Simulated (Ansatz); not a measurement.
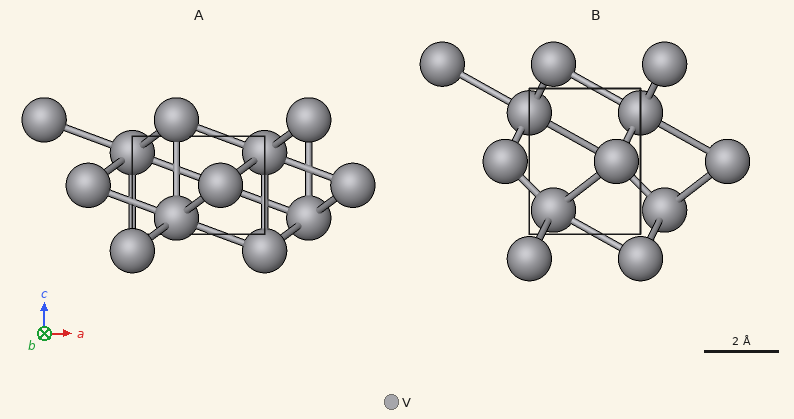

Two geometries of solid V (built on the Se_154 type) (coarse preliminary run), drawn at one scale. One is the start of a relaxation, the other its converged end. The picture is a ball-and-stick view of the cell of the calculation, seen along the b axis.

Computed with Ansatz, DFT PBE, scalar-relativistic, plane waves, PAW. Set-up: plane-wave cutoff 420 eV; k-point mesh 6 × 6 × 4; occupations gaussian; smearing width 0.1 eV; no spin polarisation; cell and atoms relaxed; force threshold 0.04 eV/Å; at most 70 steps.

Question: Which of the two is the end point?

Answer: Structure A is the relaxed one. Case: Se type (P3_221, No. 154). Over 13 accepted moves (15 points after the start) the energy falls by 5.215 eV per cell of the calculation. The largest force component goes from 4.4 to under 0.0001 eV/Å. The pressure goes from 23.10 to −0.03 GPa. At 2 points the geometry stayed and the basis and grid were re-selected for the new cell (energy shift of 96.4 meV per cell of the calculation at most each time). The largest moves relative to the cell, 0.49 Å, are those of V atoms. The drawn cell changes as follows: a = b 3.503 → 4.169 Å (+19.0 %), c 3.981 → 2.678 Å (−32.7 %); the volume changes by −4.7 %. Among the contacts that change: V–V 3.981 → 2.678 Å, V–V 1.869 → 2.567 Å, V–V 3.614 → 2.997 Å, V–V 2.789 → 2.567 Å. Bond angles that change, for instance: V–V–V 104.8° → 71.4°, V–V–V 77.8° → 108.6°, V–V–V 99.9° → 71.4°. The space group (tolerance 0.01 Å) goes from P3_221 (No. 154) to R-3m (No. 166). The run took about 30 core-seconds on a shared host.

Limits of the set-up: the k-point mesh is coarse for a cell with partly filled bands.
